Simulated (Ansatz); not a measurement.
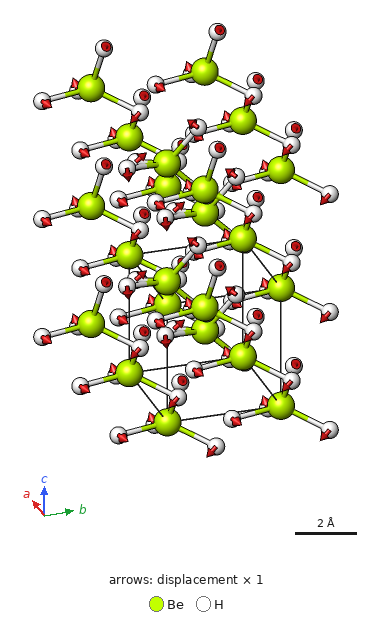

A relaxation of crystalline BeH₄ (a generated structure, set up in P-42_1c) (coarse preliminary run). The starting structure is drawn; red arrows show the displacements (the part carried along by the change of the cell is left out), at their true length.

A ball-and-stick model of the cell of the calculation, repeated 2 × 1 × 2 with one cell outlined, seen from a free direction.

Theory: DFT PBE, scalar-relativistic, plane waves, PAW (Ansatz 0.2.0). Settings: plane-wave cutoff 420 eV; k-point mesh 4 × 4 × 4; occupations gaussian; smearing width 0.1 eV; no spin polarisation; cell and atoms relaxed; force threshold 0.04 eV/Å; at most 70 steps.

> Atoms of which element are displaced furthest, and by how much?

Hydrogen: up to 0.51 Å, against 0.00 Å for beryllium.

> Describe the change and its energy.

The energy falls by 364 meV per atom in 6 accepted moves (7 points after the start). Largest force component: 0.48 eV/Å at the start, 0.0014 eV/Å at the end. Pressure: −18.31 GPa at the start and −0.06 GPa at the end. At 1 point the geometry stayed and the basis and grid were re-selected for the new cell (energy shift of 1.2 meV per atom at most each time). The largest moves relative to the cell, 0.51 Å, are those of H atoms. Be stays in place. Cell: a = b 3.982 → 3.679 Å (−7.6 %), c 4.347 → 3.615 Å (−16.9 %). Volume −29.0 %. Some distances before and after: Be–H 1.923 → 1.584 Å, Be–H 1.814 → 1.584 Å. New bonds form: Be–H (1.92 → 1.58 Å). The space group (tolerance 0.01 Å) goes from P-42_1c (No. 114) to I4/mmm (No. 139).

Limits of the set-up: the k-point mesh is coarse for a cell with partly filled bands.
